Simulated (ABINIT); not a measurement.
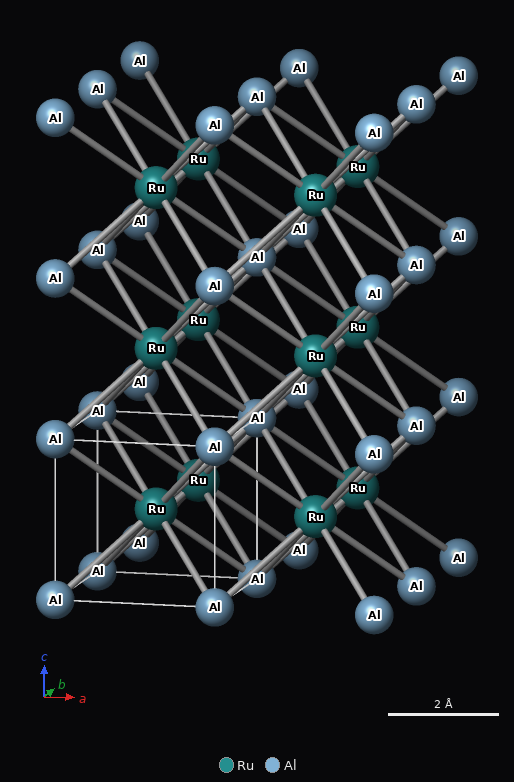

*The starting structure (ball-and-stick view of the cell of the calculation, repeated 2 × 2 × 3, seen slightly off an axis). An atom can appear more than once, as a periodic image.*

## Geometry relaxation of AlRu

The run: geometry relaxation of AlRu (P4/mmm, 2 atoms in the cell). Method and program: Kohn-Sham DFT of a periodic cell, PBE, JTH PAW PBE v2.0, no spin polarisation (ABINIT 10.8.3).

The structure derives from an entry of the Crystallography Open Database. The geometry was changed: biaxial strain of 1 %.

Input file
```
# Pseudopotentials
pp_dirpath "./"
pseudos "Ru.GGA_PBE-JTH.xml, Al.GGA_PBE-JTH.xml"

# Structure
acell 3*1.0 Angstrom
rprim
     3.0215160000     0.0000000000     0.0000000000
     0.0000000000     3.0215160000     0.0000000000
     0.0000000000     0.0000000000     2.9916000000
ntypat 2
znucl 44 13
natom 2
typat 1 2
xcart
     1.5107580000     1.5107580000     1.4958000000
     0.0000000000     0.0000000000     0.0000000000 Angstrom
chkprim 0
chksymtnons 0
tolsym 1.0e-6

# Plane-wave basis
ecut 15.0
pawecutdg 30.0
pawxcdev 0

# k points
kptopt 1
ngkpt 7 7 7
nshiftk 1
shiftk 0.0 0.0 0.0

# Exchange and correlation
ixc 11

# Bands and occupations
nband 14
occopt 3
tsmear 0.05 eV

# SCF cycle
nstep 100
tolvrs 1.0e-9

# Output
iomode 3
prtwf 0
prtden 0
prteig 0
prtebands 0

# Relaxation
ionmov 3
ntime 60
tolmxf 0.0001
```

Run on 1 thread of Arm Neoverse V2, 24 GiB of memory available, shared host.

Command:
```bash
abinit run.abi > log 2>&1
```

What the program printed
```
.Version 10.8.3 of ABINIT
 Symmetries : space group P4/m m m (#123); Bravais tP (primitive tetrag.)
================================================================================
 Values of the parameters that define the memory need of the present run
     intxc =       0    ionmov =       3      iscf =      17    lmnmax =      18
     lnmax =       6     mgfft =      20  mpssoang =       3    mqgrid =    3001
     natom =       2  nloc_mem =       2    nspden =       1   nspinor =       1
    nsppol =       1      nsym =      16    n1xccc =       1    ntypat =       2
    occopt =       3   xclevel =       2
       mpw =         524          nfft =        8000          nkpt =          40
 PAW method is used; the additional fine FFT grid is defined by:
   mgfftf=        30    nfftf =     27000
================================================================================
================================================================================

--------------------------------------------------------------------------------
------------- Echo of variables that govern the present computation ------------
--------------------------------------------------------------------------------
 -outvars: echo values of preprocessed input variables --------
            acell      1.8897261259E+00  1.8897261259E+00  1.8897261259E+00 Bohr
              amu      1.01070000E+02  2.69815390E+01
          chkprim           0
      chksymtnons           0
             ecut      1.50000000E+01 Hartree
           ionmov           3
              ixc          11
         kptrlatt        7    0    0      0    7    0      0    0    7
          kptrlen      3.95731327E+01
            natom           2
            nband          14
            ngfft          20      20      20
          ngfftdg          30      30      30
             nkpt          40
            nstep         100
             nsym          16
            ntime          60
           ntypat           2
           occopt           3
        pawecutdg      3.00000000E+01 Hartree
         pawxcdev           0
           prtden           0
        prtebands           0
           prteig           0
            prtwf           0
            rprim      3.0215160000E+00  0.0000000000E+00  0.0000000000E+00
                       0.0000000000E+00  3.0215160000E+00  0.0000000000E+00
                       0.0000000000E+00  0.0000000000E+00  2.9916000000E+00
          spgroup         123
           tolmxf      1.00000000E-04
           tolsym      1.00000000E-06
           tolvrs      1.00000000E-09
           tsmear      1.83746611E-03 Hartree
            typat      1  2
           useylm           1
           xangst      1.5107580000E+00  1.5107580000E+00  1.4958000000E+00
                       0.0000000000E+00  0.0000000000E+00  0.0000000000E+00
            xcart      2.8549188625E+00  2.8549188625E+00  2.8266523391E+00
                       0.0000000000E+00  0.0000000000E+00  0.0000000000E+00
             xred      5.0000000000E-01  5.0000000000E-01  5.0000000000E-01
                       0.0000000000E+00  0.0000000000E+00  0.0000000000E+00
            znucl       44.00000   13.00000

================================================================================

 chkinp: Checking input parameters for consistency.

================================================================================
== DATASET  1 ==================================================================

--- !DatasetInfo
iteration_state: {dtset: 1, }
dimensions: {natom: 2, nkpt: 40, mband: 14, nsppol: 1, nspinor: 1, nspden: 1, mpw: 524, }
cutoff_energies: {ecut:  15.0, pawecutdg:  30.0, }
electrons: {nelect:   1.90000000E+01, charge:   0.00000000E+00, occopt:   3.00000000E+00, tsmear:   1.83746611E-03, }
meta: {optdriver: 0, ionmov: 3, optcell: 0, iscf: 17, paral_kgb: 0, }
...

 Exchange-correlation functional for the present dataset will be:
  GGA: Perdew-Burke-Ernzerhof functional - ixc=11
  J.P.Perdew, K.Burke, M.Ernzerhof, PRL 77, 3865 (1996)

 Real(R)+Recip(G) space primitive vectors, cartesian coordinates (Bohr,Bohr^-1):
 R(1)=  5.7098377  0.0000000  0.0000000  G(1)=  0.1751363  0.0000000  0.0000000
 R(2)=  0.0000000  5.7098377  0.0000000  G(2)=  0.0000000  0.1751363  0.0000000
 R(3)=  0.0000000  0.0000000  5.6533047  G(3)=  0.0000000  0.0000000  0.1768877
 Unit cell volume ucvol=  1.8431043E+02 bohr^3
 Angles (23,13,12)=  9.00000000E+01  9.00000000E+01  9.00000000E+01 degrees

 Coarse grid specifications (used for wave-functions):

 getcut: wavevector=  0.0000  0.0000  0.0000  ngfft=  20  20  20
         ecut(hartree)=     15.000   => boxcut(ratio)=   2.00907

 Fine grid specifications (used for densities):

 getcut: wavevector=  0.0000  0.0000  0.0000  ngfft=  30  30  30
         ecut(hartree)=     30.000   => boxcut(ratio)=   2.13094

--- Pseudopotential description ------------------------------------------------
- pspini: atom type   1  psp file is ./Ru.GGA_PBE-JTH.xml
 Pseudopotential format is: paw10
 basis_size (lnmax)=  6 (lmn_size= 18), orbitals=   0   0   1   1   2   2
 Spheres core radius: rc_sph= 2.21046734
 Shapefunction is SIN type: shapef(r)=[sin(pi*r/rshp)/(pi*r/rshp)]**2
 Radius for shape functions =  2.00219127
 Compensation charge density is not taken into account in XC energy/potential

- pspini: atom type   2  psp file is ./Al.GGA_PBE-JTH.xml
 Pseudopotential format is: paw10
 basis_size (lnmax)=  4 (lmn_size=  8), orbitals=   0   0   1   1
 Spheres core radius: rc_sph= 1.90363307
 Shapefunction is SIN type: shapef(r)=[sin(pi*r/rshp)/(pi*r/rshp)]**2
 Radius for shape functions =  1.60786206
 Compensation charge density is not taken into account in XC energy/potential

   5.41631647E+02                                ecore*ucvol(ha*bohr**3)
--------------------------------------------------------------------------------

================================================================================

=== [ionmov= 3] Broyden-Fletcher-Goldfarb-Shanno method (forces,Tot energy)
================================================================================

--- Iteration: ( 1/60) Internal Cycle: (1/1)
--------------------------------------------------------------------------------

---SELF-CONSISTENT-FIELD CONVERGENCE--------------------------------------------

--- !BeginCycle
iteration_state: {dtset: 1, itime: 1, icycle: 1, }
solver: {iscf: 17, nstep: 100, nline: 4, wfoptalg: 10, }
tolerances: {tolvrs: 1.00E-09, }
...

     iter   Etot(hartree)      deltaE(h)  residm     nres2
 ETOT  1  -97.246274705528    -9.725E+01 2.197E+00 5.960E+00
 ETOT  2  -97.863399617449    -6.171E-01 1.148E-01 3.190E+00
 ETOT  3  -97.846146347413     1.725E-02 4.947E-02 2.731E-01
 ETOT  4  -97.845629659747     5.167E-04 6.679E-03 3.291E-02
 ETOT  5  -97.845415374896     2.143E-04 2.075E-03 2.218E-03
 ETOT  6  -97.845405614230     9.761E-06 2.317E-03 1.322E-04
 ETOT  7  -97.845405564014     5.022E-08 8.955E-04 5.404E-06
 ETOT  8  -97.845405550599     1.342E-08 7.139E-04 6.197E-08
 ETOT  9  -97.845405550978    -3.792E-10 4.620E-04 1.597E-09
 ETOT 10  -97.845405550979    -1.279E-12 2.905E-04 6.054E-11

 At SCF step   10       nres2   =  6.05E-11 < tolvrs=  1.00E-09 =>converged.

 Cartesian components of stress tensor (hartree/bohr^3)
  sigma(1 1)=  6.56048309E-05  sigma(3 2)=  0.00000000E+00
  sigma(2 2)=  6.56048309E-05  sigma(3 1)=  0.00000000E+00
  sigma(3 3)=  1.49116221E-05  sigma(2 1)=  0.00000000E+00

--- !ResultsGS
iteration_state: {dtset: 1, itime: 1, icycle: 1, }
comment   : Summary of ground state results
lattice_vectors:
- [  5.7098377,   0.0000000,   0.0000000, ]
- [  0.0000000,   5.7098377,   0.0000000, ]
- [  0.0000000,   0.0000000,   5.6533047, ]
lattice_lengths: [   5.70984,    5.70984,    5.65330, ]
lattice_angles: [ 90.000,  90.000,  90.000, ] # degrees, (23, 13, 12)
lattice_volume:   1.8431043E+02
convergence: {deltae: -1.279E-12, res2:  6.054E-11, residm:  2.905E-04, diffor: null, }
etotal    :  -9.78454056E+01
entropy   :   0.00000000E+00
fermie    :   4.32389897E-01
cartesian_stress_tensor: # hartree/bohr^3
- [  6.56048309E-05,   0.00000000E+00,   0.00000000E+00, ]
- [  0.00000000E+00,   6.56048309E-05,   0.00000000E+00, ]
- [  0.00000000E+00,   0.00000000E+00,   1.49116221E-05, ]
pressure_GPa:  -1.4330E+00
xred      :
- [  5.0000E-01,   5.0000E-01,   5.0000E-01, Ru]
- [  0.0000E+00,   0.0000E+00,   0.0000E+00, Al]
cartesian_forces: # hartree/bohr
- [ -0.00000000E+00,  -0.00000000E+00,  -0.00000000E+00, ]
- [ -0.00000000E+00,  -0.00000000E+00,  -0.00000000E+00, ]
force_length_stats: {min:   0.00000000E+00, max:   0.00000000E+00, mean:   0.00000000E+00, }
...

 Integrated electronic density in atomic spheres:
 ------------------------------------------------
 Atom  Sphere_radius  Integrated_density
    1        2.21047         13.79962429
    2        1.90363          0.80517491

---OUTPUT-----------------------------------------------------------------------

 Cartesian coordinates (xcart) [bohr]
  2.85491886252419E+00  2.85491886252419E+00  2.82665233913286E+00
  0.00000000000000E+00  0.00000000000000E+00  0.00000000000000E+00
 Reduced coordinates (xred)
  5.00000000000000E-01  5.00000000000000E-01  5.00000000000000E-01
  0.00000000000000E+00  0.00000000000000E+00  0.00000000000000E+00
 Cartesian forces (fcart) [Ha/bohr]; max,rms= 0.00000E+00 0.00000E+00 (free atoms)
 -0.00000000000000E+00 -0.00000000000000E+00 -0.00000000000000E+00
 -0.00000000000000E+00 -0.00000000000000E+00 -0.00000000000000E+00
 Gradient of E wrt nuclear positions in reduced coordinates (gred)
  0.00000000000000E+00  0.00000000000000E+00  0.00000000000000E+00
  0.00000000000000E+00  0.00000000000000E+00  0.00000000000000E+00
 Total energy (etotal) [Ha]= -9.78454055509792E+01

 At Broyd/MD step   1, gradients are converged :
  max grad (force/stress) = 0.0000E+00 < tolmxf= 1.0000E-04 ha/bohr (free atoms)

================================================================================

 ----iterations are completed or convergence reached----

 Mean square residual over all n,k,spin=   14.707E-07; max=  29.047E-05
 reduced coordinates (array xred) for    2 atoms
       0.500000000000      0.500000000000      0.500000000000
       0.000000000000      0.000000000000      0.000000000000
 rms dE/dt=  0.0000E+00; max dE/dt=  0.0000E+00; dE/dt below (all hartree)
    1       0.000000000000      0.000000000000      0.000000000000
    2       0.000000000000      0.000000000000      0.000000000000

 cartesian coordinates (angstrom) at end:
    1      1.51075800000000     1.51075800000000     1.49580000000000
    2      0.00000000000000     0.00000000000000     0.00000000000000

 cartesian forces (hartree/bohr) at end:
    1     -0.00000000000000    -0.00000000000000    -0.00000000000000
    2     -0.00000000000000    -0.00000000000000    -0.00000000000000
 frms,max,avg= 0.0000000E+00 0.0000000E+00   0.000E+00  0.000E+00  0.000E+00 h/b

 cartesian forces (eV/Angstrom) at end:
    1     -0.00000000000000    -0.00000000000000    -0.00000000000000
    2     -0.00000000000000    -0.00000000000000    -0.00000000000000
 frms,max,avg= 0.0000000E+00 0.0000000E+00   0.000E+00  0.000E+00  0.000E+00 e/A
 length scales=  1.889726125908  1.889726125908  1.889726125908 bohr
              =  1.000000000000  1.000000000000  1.000000000000 angstroms
 Fermi (or HOMO) energy (hartree) =   0.43239   Average Vxc (hartree)=  -0.43553
 Eigenvalues (hartree) for nkpt=  40  k points:
 kpt#   1, nband= 14, wtk=  0.00292, kpt=  0.0000  0.0000  0.0000 (reduced coord)
  -2.20753   -1.10363   -1.10363   -1.10327    0.07928    0.30351    0.30360    0.43607
   0.43829    0.43829    0.64763    0.64763    0.65872    0.82955
      occupation numbers for kpt#   1
   2.00000    2.00000    2.00000    2.00000    2.00000    2.00000    2.00000    0.23836
   0.07758    0.07758    0.00000    0.00000    0.00000    0.00000
 prteigrs : prtvol=0 or 1, do not print more k-points.

--- !EnergyTerms
iteration_state     : {dtset: 1, itime: 1, icycle: 1, }
comment             : Components of total free energy in Hartree
kinetic             :  1.26352395673825E+01
hartree             :  2.25894667107559E+01
xc                  : -5.02527749065202E+00
Ewald energy        : -7.28222665335123E+01
psp_core            :  2.93869225779439E+00
local_psp           : -6.52922232252739E+01
PAW spherical_terms :  7.13160248953950E+00
internal            : -9.78447662239659E+01
'-kT*entropy'       : -6.38764744438286E-04
total_energy        : -9.78454049887103E+01
total_energy_eV     : -2.66250910754223E+03
...

--- !EnergyTermsDC
iteration_state     : {dtset: 1, itime: 1, icycle: 1, }
comment             : '"Double-counting" decomposition of free energy'
band_energy         : -7.44570285689757E+00
Ewald energy        : -7.28222665335123E+01
psp_core            :  2.93869225779439E+00
xc_dc               : -2.13535006809493E+01
PAW spherical_terms :  8.38011027330053E-01
internal            : -9.78447667862348E+01
'-kT*entropy'       : -6.38764744438286E-04
total_energy_dc     : -9.78454055509792E+01
total_energy_dc_eV  : -2.66250912284235E+03
...

--- !EnergyTermsWithPAWCore
iteration_state     : {dtset: 1, itime: 1, icycle: 1, }
comment             : 'Components of total free energy, including PAW core contributions'
Total energy        : -4.77396020443923E+03
Total energy DC     : -4.77396020500150E+03
Total energy (eV)   : -1.29906075045938E+05
Total energy DC (eV): -1.29906075061238E+05
...

 Cartesian components of stress tensor (hartree/bohr^3)
  sigma(1 1)=  6.56048309E-05  sigma(3 2)=  0.00000000E+00
  sigma(2 2)=  6.56048309E-05  sigma(3 1)=  0.00000000E+00
  sigma(3 3)=  1.49116221E-05  sigma(2 1)=  0.00000000E+00

-Cartesian components of stress tensor (GPa)         [Pressure= -1.4330E+00 GPa]
- sigma(1 1)=  1.93016076E+00  sigma(3 2)=  0.00000000E+00
- sigma(2 2)=  1.93016076E+00  sigma(3 1)=  0.00000000E+00
- sigma(3 3)=  4.38715067E-01  sigma(2 1)=  0.00000000E+00

== END DATASET(S) ==============================================================
================================================================================

 -outvars: echo values of variables after computation  --------
            acell      1.8897261259E+00  1.8897261259E+00  1.8897261259E+00 Bohr
           etotal     -9.7845405551E+01
            fcart     -0.0000000000E+00 -0.0000000000E+00 -0.0000000000E+00
                      -0.0000000000E+00 -0.0000000000E+00 -0.0000000000E+00
            rprim      3.0215160000E+00  0.0000000000E+00  0.0000000000E+00
                       0.0000000000E+00  3.0215160000E+00  0.0000000000E+00
                       0.0000000000E+00  0.0000000000E+00  2.9916000000E+00
           strten      6.5604830888E-05  6.5604830888E-05  1.4911622051E-05
                       0.0000000000E+00  0.0000000000E+00  0.0000000000E+00
           xangst      1.5107580000E+00  1.5107580000E+00  1.4958000000E+00
                       0.0000000000E+00  0.0000000000E+00  0.0000000000E+00
             xred      5.0000000000E-01  5.0000000000E-01  5.0000000000E-01
                       0.0000000000E+00  0.0000000000E+00  0.0000000000E+00
 Calculation completed.
```

Results in brief

```json
{"quantity": "outcome", "value": "converged"}
{"quantity": "space group (tolerance 0.01 Å)", "value": "P4/mmm (123)"}
{"quantity": "electrons treated", "value": "19"}
{"quantity": "free energy", "value": "−2662.5091 eV"}
{"quantity": "Fermi energy", "value": "11.766 eV"}
{"quantity": "gap on the k-point mesh", "value": "none (metallic)"}
{"quantity": "pressure", "value": "−1.43 GPa"}
{"quantity": "final volume", "value": "27.31 Å³"}
{"quantity": "largest force (length of the vector)", "value": "under 0.001 eV/Å"}
{"quantity": "wall time", "value": "7.3 s"}
{"quantity": "peak memory", "value": "0.09 GiB"}
```
